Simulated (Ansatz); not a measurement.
```
CELL_PARAMETERS angstrom
2.60925 0.00000 -2.60925
-2.60925 2.60925 0.00000
5.47577 5.47577 5.47577
ATOMIC_POSITIONS crystal
K 0.00000 0.00000 0.00000
K 0.66667 0.33333 0.33333
K 0.33333 0.66667 0.66667
F 0.33333 0.66667 0.16667
F 0.00000 0.00000 0.50000
F 0.66667 0.33333 0.83333
```

Space group R-3m; computed pressure about 2 GPa in this cell.

Computed with DFT PBE, scalar-relativistic, plane waves, PAW in Ansatz.

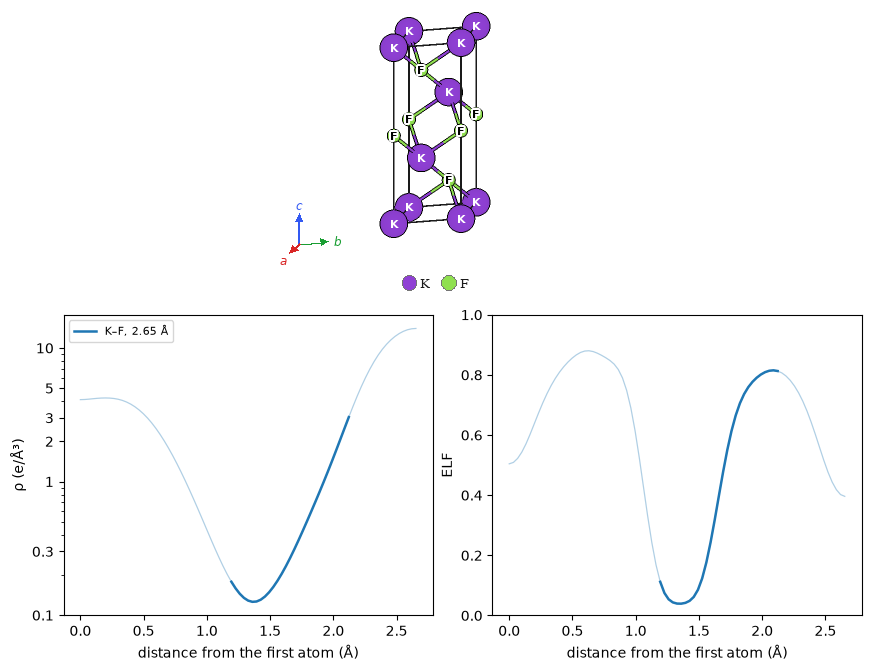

KF. Valence electron density and electron localisation function along straight lines between neighbouring atoms. Thin, pale parts lie inside the atomic spheres. The structure is drawn too.

Core electrons are frozen (PAW), and the valence fields are smoothed inside the atomic spheres.

What kind of bonding do the profiles show?

K–F (2.65 Å): the density is about 0.13 e/Å³ at the midpoint; the ELF is about 0.05 at the midpoint (an ionic contact with no shared pair).
